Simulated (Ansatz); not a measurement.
SnO₂

The calculation's input:

```
crystal:
  lattice:
    - [1.6039156912, 0.9260211561, 4.0813809099]
    - [-1.6039156912, 0.9260211561, 4.0813809099]
    - [0.0, -1.8520423121, 4.0813809099]
  atoms:
    - { symbol: Sn, position: [0.5, 0.5, 0.5] }
    - { symbol: O, position: [0.2451905455, 0.2451905455, 0.2451905455] }
    - { symbol: O, position: [0.7548094545, 0.7548094545, 0.7548094545] }
basis:
  ecutwfc: 420
kpoints:
  mp_grid: { grid: [12, 12, 12] }
hamiltonian:
  xc: lda
scf:
  occupations: { method: gaussian, width: 0.05 }
output:
  forces: true
  stress: true
  eigenvalues: true
  write_density: true
  write_potential: true
  elf: true
  volumetric_format: npy
```

Command:

```sh
ansatz run input.yaml --threads 2 --pin off --max-ram 5120MiB --backend cpu --events-out ev --progress --plain --runs-dir out
```

Below, planes, directions and counts refer to the conventional cell (a = 3.21 Å, b = 3.21 Å, c = 12.24 Å, α = 90.00°, β = 90.00°, γ = 120.00°).

Space group R-3m; a structure from a database of computed crystals, not necessarily the ambient phase.

These are results of DFT LDA, scalar-relativistic, plane waves, PAW (Ansatz), not measurements.

### What can the converged valence pseudo-density and electron localisation function tell about the bonding?

Sn–O (2.09 Å): ρ at the midpoint is about 0.65 e/Å³; the ELF peaks at about 0.80 in the valence shell of O, 0.6 Å from its nucleus, and is about 0.25 at the midpoint (no shared electron pair shows on this line).

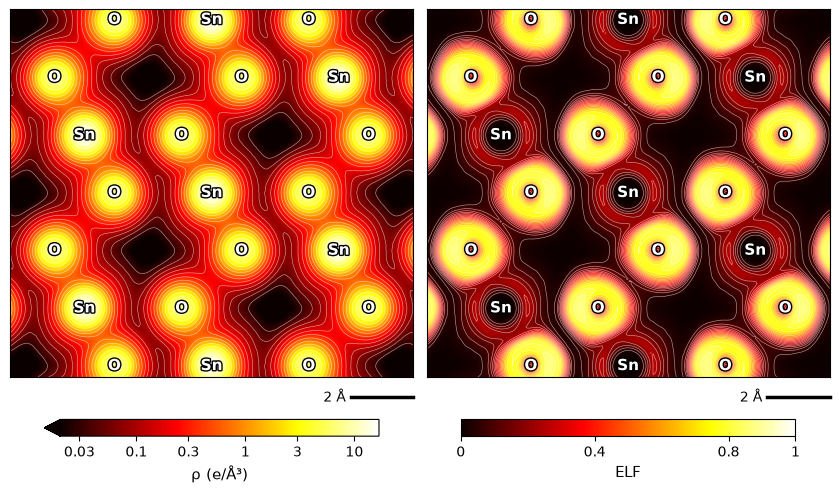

Computed valence pseudo-density and electron localisation function on the (110) plane of the conventional cell, in this order. 

In a PAW calculation such maps are meaningful between the atoms, not at the nuclei.
